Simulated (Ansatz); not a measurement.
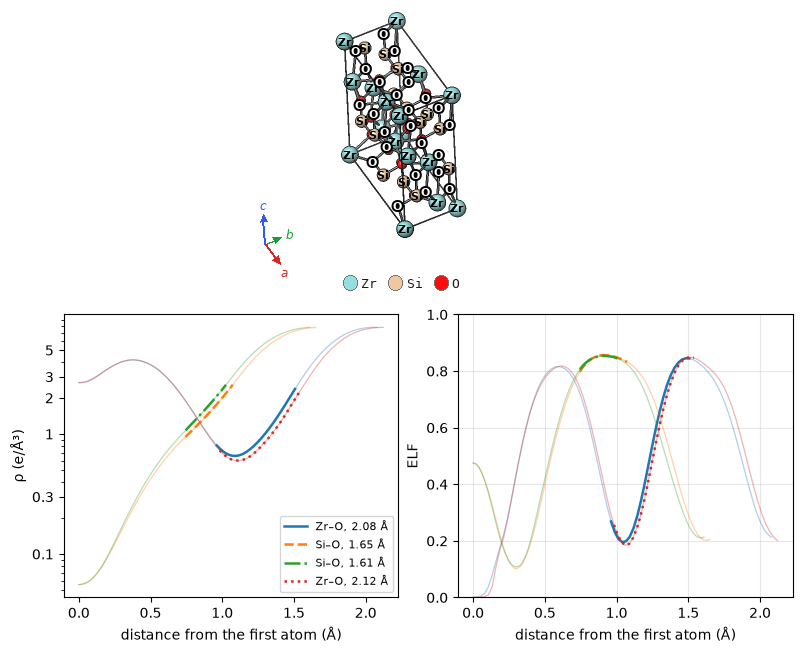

Figure 1: Zr7Si8O32 (cell with a defect). Valence charge density (pseudo) and electron localisation function along straight lines between neighbouring atoms. Thin, pale parts lie inside the atomic spheres. The structure is drawn too.

Spin-polarised.

The calculation used DFT PBE, scalar-relativistic, plane waves, PAW (Ansatz).

Core electrons are frozen (PAW), and the valence fields are smoothed inside the atomic spheres.

**What can be read from the curves?**

Zr–O (2.08 Å): the density is about 0.68 e/Å³ at the midpoint; the ELF peaks at about 0.85 in the valence shell of O, 0.6 Å from its nucleus, and drops to about 0.20 between the two atoms: no localised pair shows between them.
Si–O (1.65 Å): ρ is about 1.2 e/Å³ halfway; the ELF peaks at about 0.85 between the atoms: a shared but strongly polarised pair.
Si–O (1.61 Å): ρ at the midpoint is about 1.3 e/Å³; the ELF peaks at about 0.85 between the atoms (a short, strongly polar bond).
Zr–O (2.12 Å): ρ at the midpoint is about 0.62 e/Å³; the ELF peaks at about 0.85 in the valence shell of O, 0.6 Å from its nucleus, and drops to about 0.20 between the two atoms; no localised pair shows between them.
